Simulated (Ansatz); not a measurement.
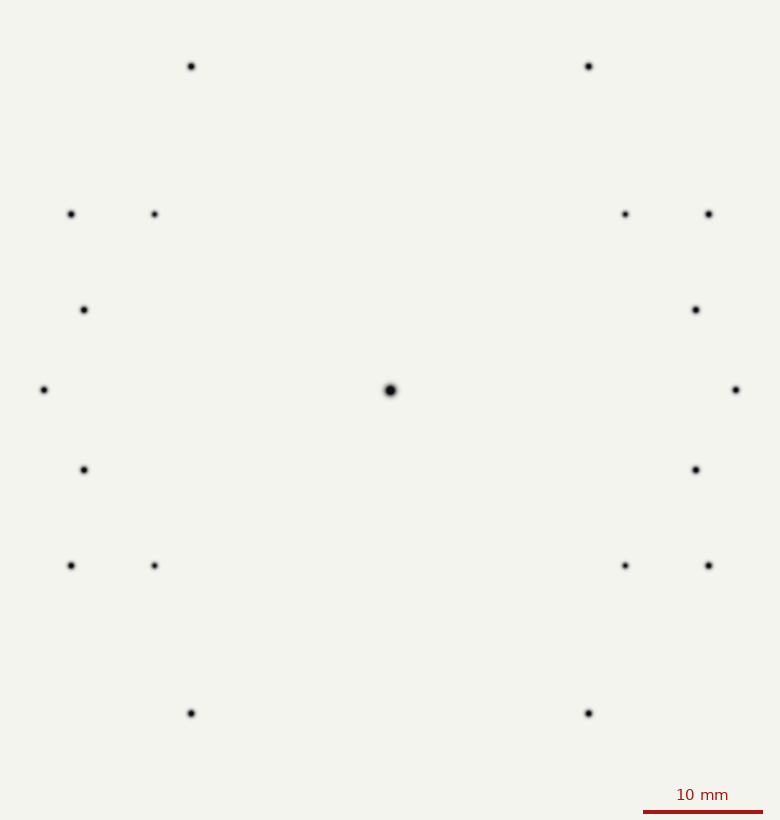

Simulated X-ray rotation photograph: Co Kα radiation (λ = 1.7902 Å), cylindrical film of radius 28.65 mm unrolled, rotation axis vertical and normal to the beam, kinematic intensities without Lorentz or polarisation factors, the film spanning ±63° about the beam; spots down to d = 1.83 Å.

Q: Measure the layer lines and find the identity period along the axis.

A: The first layer line lies 6.8 mm from the equator, so tan ν = 0.236, sin ν = 0.230 and the period is λ/sin ν = 7.78 Å. Further lines follow at 14.8, 27.3 mm.

The crystal is Ni, space group Pm-3n (No. 223), a = 4.493 Å. Structure: coordinates from a relaxation with DFT, revPBE, plane waves (420 eV) with PAW, scalar-relativistic in Ansatz; the starting structure was generated, so it need not be a known form of this composition.

Q: About which axis was it rotated?

A: About [111] (or an equivalent direction), whose length in the conventional cell is 7.782 Å.
